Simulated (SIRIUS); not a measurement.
## Energy of PtTe$_{2}$ along an even scaling of the cell

System: PtTe$_{2}$ (P-3m1, 3 atoms in the cell).
Method: Kohn-Sham DFT of a periodic cell, PBEsol, dojo-sr-pbesol-0.4.1-standard, no spin polarisation (SIRIUS 7.12.0).

The 7 runs differ only in the geometry, by an even scaling of the cell at fixed fractional positions. The structure derives from an entry of the Crystallography Open Database.

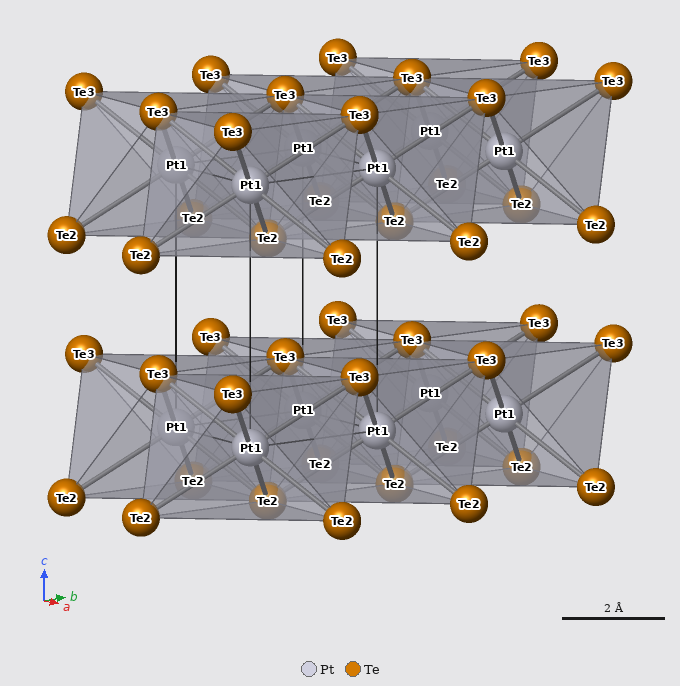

Figure 1. The structure of run 4 (polyhedral view of the cell of the calculation, repeated 1 × 2 × 1, seen slightly off an axis; polyhedra are completed across the faces of the cell; atoms are numbered from 1 in the order of the input). An atom can appear more than once, as a periodic image.

### Input of run 4
```
{
  "control": {
    "processing_unit": "cpu",
    "verbosity": 2,
    "num_bands_to_print": 35,
    "print_forces": true,
    "print_stress": true
  },
  "parameters": {
    "electronic_structure_method": "pseudopotential",
    "xc_functionals": ["XC_GGA_X_PBE_SOL", "XC_GGA_C_PBE_SOL"],
    "gk_cutoff": 9.2,
    "pw_cutoff": 18.4,
    "ngridk": [8, 8, 5],
    "shiftk": [0, 0, 0],
    "smearing": "fermi_dirac",
    "smearing_width": 0.0018374661,
    "num_bands": 35,
    "num_mag_dims": 0,
    "num_dft_iter": 100,
    "energy_tol": 1e-08,
    "density_tol": 1e-06
  },
  "iterative_solver": {
    "type": "davidson",
    "min_tolerance": 1e-10
  },
  "mixer": {
    "type": "anderson",
    "beta": 0.7,
    "max_history": 8
  },
  "settings": {
    "tol_ne": 1e-10,
    "pseudo_grid_cutoff": 6.5
  },
  "unit_cell": {
    "lattice_vectors": [
      [7.577801759749, 0.0, 0.0],
      [-3.788900879875, 6.562568828831, 0.0],
      [0.0, 0.0, 9.828465574179]
    ],
    "atom_coordinate_units": "lattice",
    "atom_types": ["Pt", "Te"],
    "atom_files": {
      "Pt": "Pt.json",
      "Te": "Te.json"
    },
    "atoms": {
      "Pt": [
        [0.0, 0.0, 0.0]
      ],
      "Te": [
        [0.6666666667, 0.3333333333, 0.75],
        [0.3333333333, 0.6666666667, 0.25]
      ]
    }
  }
}
```

Command:
```bash
upf_to_json Pt.upf
upf_to_json Te.upf
OMP_NUM_THREADS=4 sirius.scf --input=sirius.json --output=out.json --task=0
```

Run 6 differs from it as follows:
```diff
-      [7.577801759749, 0.0, 0.0],
-      [-3.788900879875, 6.562568828831, 0.0],
-      [0.0, 0.0, 9.828465574179]
+      [7.677521113139, 0.0, 0.0],
+      [-3.838760556664, 6.648928322132, 0.0],
+      [0.0, 0.0, 9.957802321661]
```

### Results, with one run withheld

```csv
run,volume per atom (Å³),"free energy per atom, from the lowest run given (meV)",pressure (GPa)
1,22.694,89.65,13.62
2,23.177,53.75,10.22
3,23.660,27.52,7.19
4,24.143,9.91,4.49
5,24.626,0.00,2.08
6,25.108,?,?
7,25.591,0.03,−1.98
```

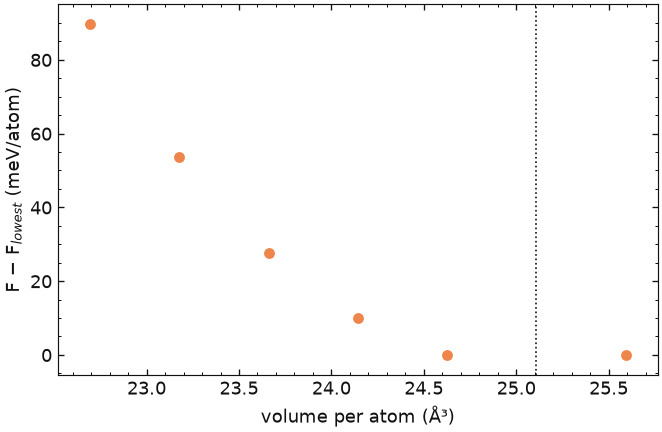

Figure 2. Free energy per atom of the runs given; the dotted line marks run 6.

What should run 6 give?

A cubic polynomial in V^(−2/3) (the Birch–Murnaghan form), fitted to the 6 runs given, misses them by under 0.01 meV per atom. With x = V^(−2/3) − 0.12035 Å⁻², it reads F = 15.927 + 10342 x + 1.4283e+06 x² + 5.1765e+06 x³ (meV per atom). At run 6 it gives −3.05 meV per atom, and the run itself gives −3.05. The slope of the fit gives a pressure −dF/dV of −0.04 GPa there, and the run prints −0.07 GPa. The fit has its minimum at 25.098 Å³ per atom, where V d²F/dV² gives 106 GPa. Cell shape and fractional positions are held, so this is the stiffness under even scaling; the relaxed bulk modulus wasn't computed and can be far lower in a crystal of layers, chains or molecules like this one.

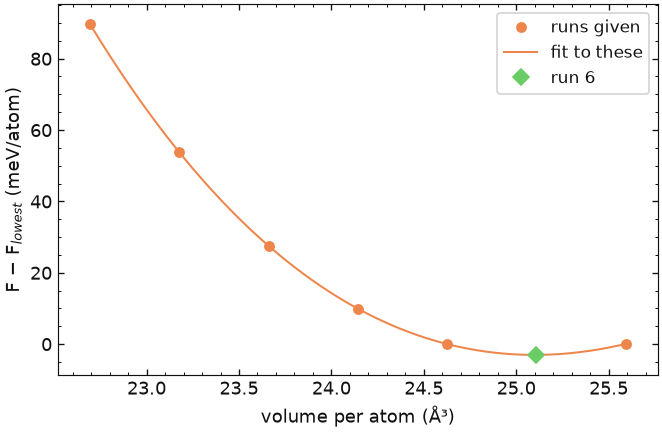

Figure 3. The fit and the withheld run.

### Some lines of the output (run 6)
```
[...]
[find] Total energy                   :    -339.95723246 (Ha),    -679.91446492 (Ry)
[find] Free energy (E-TS)             :    -339.95769588 (Ha),    -679.91539175 (Ry)
[find] Efermi                         :       0.49669155
[find] Total energy                   :    -339.95723245 (Ha),    -679.91446490 (Ry)
[find] Free energy (E-TS)             :    -339.95769590 (Ha),    -679.91539179 (Ry)
[find] Efermi                         :       0.49669288
[find] Total energy                   :    -339.95723247 (Ha),    -679.91446495 (Ry)
[find] Free energy (E-TS)             :    -339.95769590 (Ha),    -679.91539180 (Ry)
[find] Efermi                         :       0.49668894
[find] Total energy                   :    -339.95723247 (Ha),    -679.91446494 (Ry)
[find] Efermi                         :       0.49668996
[find] Free energy (E-TS)             :    -339.95769590 (Ha),    -679.91539181 (Ry)
[find] Efermi                         :       0.49668989
[find] Efermi                         :       0.49668980
```

Notes: Spin–orbit coupling is left out, which matters for Pt.
